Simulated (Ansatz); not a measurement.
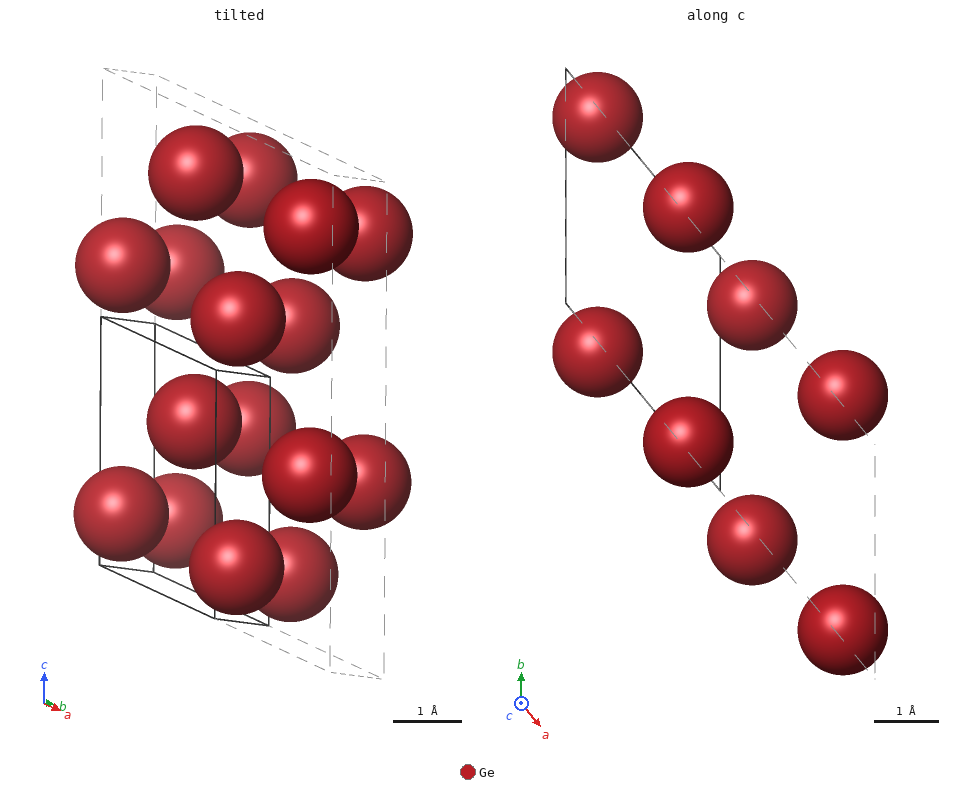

The crystal in a spheres-only representation, seen slightly off an axis and along the c axis. 2×1×2 cells are drawn; the solid outline is the simulation cell.

The calculation's input:
```yaml
crystal:
  lattice:
    - [-2.3106274915, 2.7133968582, 1.3527562753]
    - [2.3106274915, -2.7133968582, 1.3527562753]
    - [2.3106274915, 2.7133968582, -1.3527562753]
  atoms:
    - { symbol: Ge, position: [0.2068205967, 0.9568205967, 0.25] }
    - { symbol: Ge, position: [0.7931794033, 0.0431794033, 0.75] }
basis:
  ecutwfc: 420
kpoints:
  mp_grid: { grid: [16, 16, 16] }
hamiltonian:
  xc: pbesol
scf:
  occupations: { method: gaussian, width: 0.1 }
output:
  forces: true
  stress: true
  eigenvalues: true
```
Run as:
```sh
ansatz run input.yaml --threads 1 --pin off --max-ram 1331MiB --backend cpu --events-out ev --progress --plain --runs-dir out
```

Method used: DFT PBEsol, scalar-relativistic, plane waves, PAW in Ansatz 0.2.0. It ran with a 420 eV plane-wave basis, k-grid 16×16×16, Gaussian smearing of 0.1 eV, no spin polarisation.

What is the electronic character?

A metal: bands cross the Fermi level.

How far is the cell from zero pressure?

The computed pressure is 9.0 GPa (compressed: it would expand). The stress isn't hydrostatic: its largest component is 17.3 GPa.

It derives from a structure listed in the Materials Project. The cell was then strained or its atoms displaced on purpose. Ansatz was used for an electronic-structure calculation on it.

At this level of theory the cell isn't at rest (compressed, at 9 GPa), so its distances can differ from those at equilibrium, the more so the softer the solid.
